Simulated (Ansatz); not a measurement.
Os

Input

```
crystal:
  lattice:
    - [0.0, 2.0532726884, 1.7452817851]
    - [2.0532726884, 0.0, 1.7452817851]
    - [2.0532726884, 2.0532726884, 0.0]
  atoms:
    - { symbol: Os, position: [0.0, 0.0, 0.0] }
basis:
  ecutwfc: 500
kpoints:
  mp_grid: { grid: [24, 24, 24] }
hamiltonian:
  xc: r2scan
scf:
  occupations: { method: gaussian, width: 0.15 }
output:
  forces: true
  stress: true
  eigenvalues: true
  write_density: true
  write_potential: true
  elf: true
  volumetric_format: npy
```

Run with:

```sh
ansatz run input.yaml --threads 1 --pin off --max-ram 2560MiB --backend cpu --events-out ev --progress --plain --runs-dir out
```

Below, planes, directions and counts refer to the conventional cell (a = 2.90 Å, b = 2.90 Å, c = 3.49 Å, α = 90.00°, β = 90.00°, γ = 90.00°).

Space group I4/mmm; computed pressure about −13 GPa in this cell; computed without spin polarisation.

All numbers below come from Ansatz, DFT r2SCAN, scalar-relativistic, plane waves, PAW.

Question: Predict the valence pseudo-density and electron localisation function between the atoms.

Answer: Os–Os (2.69 Å): ρ at the midpoint is about 0.47 e/Å³; the ELF is about 0.40 at the midpoint.

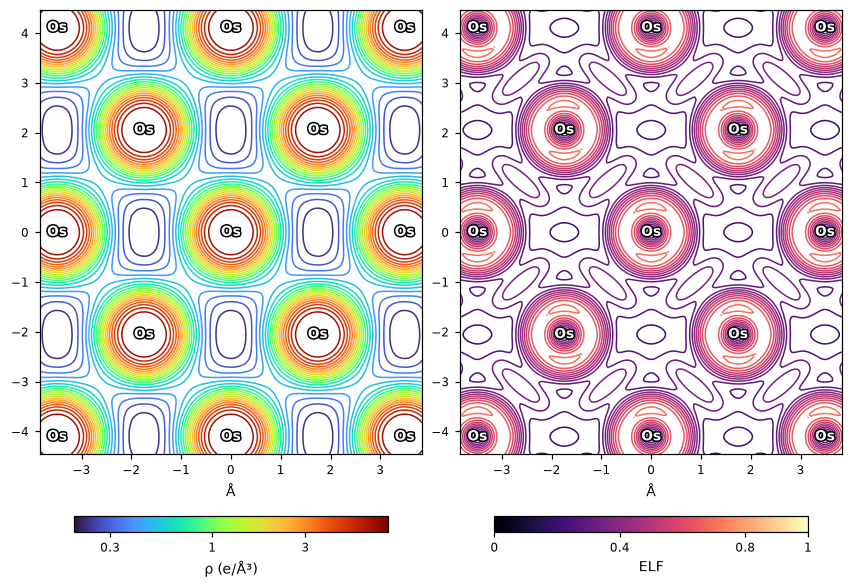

Computed valence pseudo-density and electron localisation function on the (110) plane of the conventional cell, in this order. 

The density is the valence pseudo-density of a PAW calculation; it isn't the true density close to the nuclei.
